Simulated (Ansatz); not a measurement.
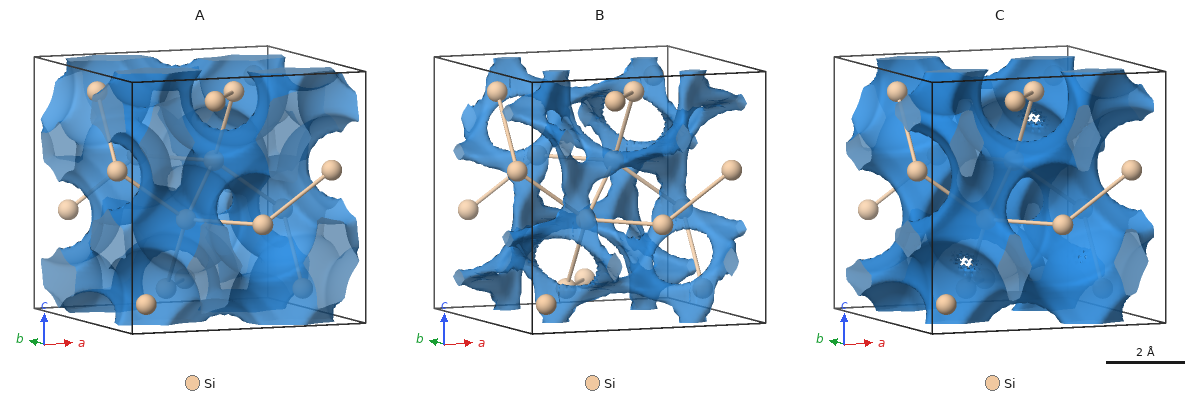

Three surfaces of the space that a probe's centre can reach in Si (Ia-3), computed for probe radii of 0.25, 0.45, 0.65 Å, in shuffled order. Pale faces close the region where the drawn box cuts it.

Hard-sphere model; touching radii (half the shortest distance): Si 1.16 Å.

Origin of the cell: the geometry relaxed with Ansatz, DFT, LDA (PW92), plane waves (420 eV) with PAW, scalar-relativistic.

```
CELL_PARAMETERS angstrom
6.56701 0.00000 0.00000
0.00000 6.56701 0.00000
0.00000 0.00000 6.56701
ATOMIC_POSITIONS crystal
Si 0.10231 0.10231 0.10231
Si 0.89769 0.39769 0.10231
Si 0.10231 0.89769 0.39769
Si 0.39769 0.10231 0.89769
Si 0.39769 0.39769 0.39769
Si 0.10231 0.60231 0.89769
Si 0.89769 0.10231 0.60231
Si 0.60231 0.89769 0.10231
Si 0.60231 0.60231 0.60231
Si 0.39769 0.89769 0.60231
Si 0.60231 0.39769 0.89769
Si 0.89769 0.60231 0.39769
Si 0.89769 0.89769 0.89769
Si 0.60231 0.10231 0.39769
Si 0.39769 0.60231 0.10231
Si 0.10231 0.39769 0.60231
```

Which panel belongs to which radius, and what does each show?

Answer. A: 0.25 Å, a three-dimensional network, 39 % of the volume. C: 0.45 Å, a three-dimensional network, 20 % of the volume. B: 0.65 Å, a three-dimensional network, 5.7 % of the volume. The larger the probe, the smaller the space left to it.
